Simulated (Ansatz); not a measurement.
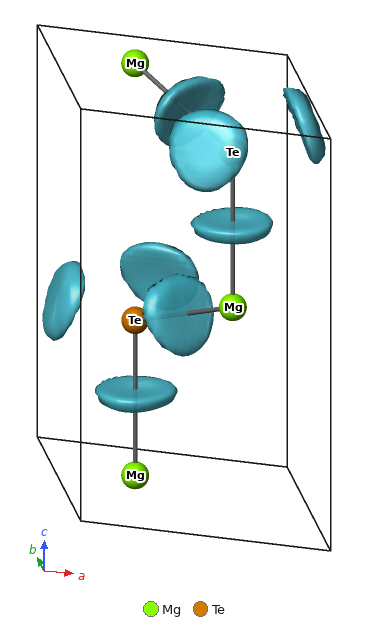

Figure 1: MgTe. Isosurface of the electron localisation function at 0.8 (cyan), seen at an oblique angle. Core shells and regions of very low density are left out. Sticks mark near contacts.

Space group P6₃mc; started from the wurtzite prototype, which need not be the ambient phase.

Method: Ansatz 0.2.0, DFT, HSE06, plane waves, PAW.

Core electrons are frozen (PAW), and the valence fields are smoothed inside the atomic spheres.

Input file:

```
crystal:
  lattice:
    - [4.5776356501, 0.0, 0.0]
    - [-2.2888178251, 3.9643487623, 0.0]
    - [0.0, 0.0, 7.4550892427]
  atoms:
    - { symbol: Mg, position: [0.3333333333, 0.6666666667, -0.0006080525] }
    - { symbol: Mg, position: [0.6666666667, 0.3333333333, 0.4993919475] }
    - { symbol: Te, position: [0.3333333333, 0.6666666667, 0.3756080525] }
    - { symbol: Te, position: [0.6666666667, 0.3333333333, 0.8756080525] }
kpoints:
  mp_grid: { grid: [6, 6, 2] }
  band_path:
    path:
      - [0.0, 0.0, 0.0]
      - [0.5, 0.0, 0.0]
      - [0.3333333333, 0.3333333333, 0.0]
      - [0.0, 0.0, 0.5]
      - [0.5, 0.0, 0.5]
      - [0.3333333333, 0.3333333333, 0.5]
      - [-0.010417, 0.005208, 0.0]
    npoints: 1
hamiltonian:
  xc: hse06
scf:
  occupations: { method: fixed }
  n_extra_bands: 5
output:
  forces: true
  stress: true
  eigenvalues: true
  write_density: true
  write_potential: true
  elf: true
  volumetric_format: npy
```

Command:

```sh
ansatz run input.yaml --threads 2 --pin off --max-ram 2211MiB --backend cpu --events-out ev --progress --plain --runs-dir out
```

Below, planes, directions and counts refer to the conventional cell (a = 4.58 Å, b = 4.58 Å, c = 7.46 Å, α = 90.00°, β = 90.00°, γ = 120.00°).

### Where are the electrons localised?

The surface consists of eight lobes of the valence shell of Te pointing towards Mg (polar bonds), counted in one cell of 4 atoms. Any copies at cell faces, edges or corners count once.

Values along the shortest contacts:
Mg–Te (2.80 Å): the ELF peaks at about 0.85 in the valence shell of Te, 1.4 Å from its nucleus, and is about 0.85 at the midpoint.

### Does the calculation give a band gap?

It is gapped, with a Kohn–Sham gap of 3.3 eV on the k-point mesh, an upper bound to the gap of this method.
